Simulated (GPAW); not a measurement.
GaN (P6_3mc): ε∞ against the local-field cutoff

The size of the dielectric matrix of GaN (P6_3mc) is raised step by step, on the same bands. x, y and z are the Cartesian axes of the input cell.

The structure is hexagonal, space group P6_3mc (No. 186). Conventional cell: a = 3.180 Å, b = 3.180 Å, c = 5.166 Å, α = 90.00°, β = 90.00°, γ = 120.00°. Around Ga on site b lie 4 N at 1.94 to 1.95 Å. N on site b is surrounded by 4 Ga at 1.94 to 1.95 Å.

Method: GPAW 26.7.0, PBE, RPA, k-mesh 12×12×7, Lorentzian half width 0.12 eV.

Launch of the response step: `OMP_NUM_THREADS=1 python df.py`. The series took 4.1 min in all, its band step included, on 1 thread of Arm Neoverse V1, on a shared host.

```
cutoff (eV)  time of the step (s)  ε∞ along x
         15                    15      5.7137
         25                    15      5.6013
         35                    15      5.5147
         70                    15      5.4471
         90                    18      5.3318
        110                    19      5.3161
        140                    23           ?
```

The number of plane waves grows as cutoff^(3/2); a common extrapolation takes the result as linear in its inverse.

Working, on the rows shown:

| x = cutoff^(−3/2) (eV^−3/2) | y = ε∞ |
| --- | --- |
| 0.0172133 | 5.7137 |
| 0.008 | 5.6013 |
| 0.00482945 | 5.5147 |
| 0.00170747 | 5.4471 |
| 0.00117121 | 5.3318 |
| 0.000866784 | 5.3161 |

Means: x̄ = 0.0056314, ȳ = 5.4874. Σ(x − x̄)(y − ȳ) = 0.004537, Σ(x − x̄)² = 0.0001984. Slope = 0.004537 / 0.0001984 = 22.87; intercept = ȳ − slope · x̄ = 5.3587. The line misses the rows shown by at most 0.062.

Problem. Predict the last column of the withheld row from the fit.

Solution. At x = 0.00060368 the line gives y = 5.3725. The run gave 5.3080, so the extrapolation is off by 0.064, 16 % of the range in the table. The law describes these rows poorly: it misses even the rows shown by over a tenth of the range.

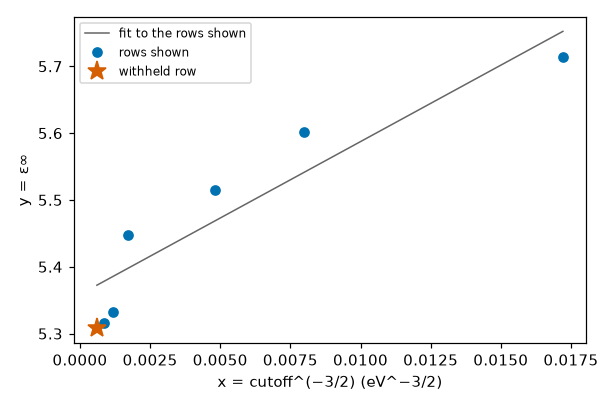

Refitted with all rows, the slope is 24.13 and the intercept 5.3432. The line reaches 5.343 at infinite cutoff, 0.7 % from the last run, while the last two runs differ by 0.15 %. ε∞ moves in steps as shells of reciprocal vectors enter, so the limit is good only to about the larger of these. The cell comes from an older database entry, whose edges can be off by a per cent or so. Excitons are left out; PBE gaps are as a rule too small. The values come from a sum over the points of one k-mesh and carry its error, which grows as the direct gap shrinks. Spin-orbit coupling is left out.

[Logs are printed without paths, hosts, clocks, repeated set-up lines and the standing remarks that a program may print on its own settings, such as how far it seeks lower states.]
